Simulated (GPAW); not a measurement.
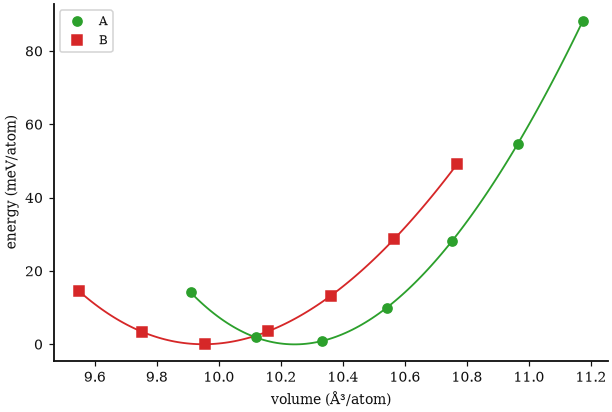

The figure compares two calculations of the energy against volume, each curve from its own zero. The first is for WC, space group Fm-3m (No. 225).

The cell holds 2 atoms.

How it was computed, with GPAW 26.7.0: PAW DFT in plane waves, on a grid or in atomic orbitals, no spin polarisation; energies at scaled volumes of the given cell, shape and fractions fixed, counted from the fit's minimum, third-order Birch-Murnaghan fit. Level: PBEsol.

- k mesh: 10×10×10
- occupations: Fermi–Dirac
- smearing width: 0.05 eV
- potentials: PAW data sets made by gpaw setup for the functional
- wave cutoff: 800 eV
- program settings: basis pw

In the second, W is replaced by Ti on all its sites, which gives TiC in the same structure. The second calculation uses k mesh 11×11×11.

Question: Which of A and B is the second calculation, and what did the change do?

Answer: B. The equilibrium volume falls from 10.24 to 9.95 Å³/atom (−2.8 %) and the bulk modulus falls from 391 to 268 GPa (−31 %).

V0 and the bulk modulus come from third-order Birch–Murnaghan fits.
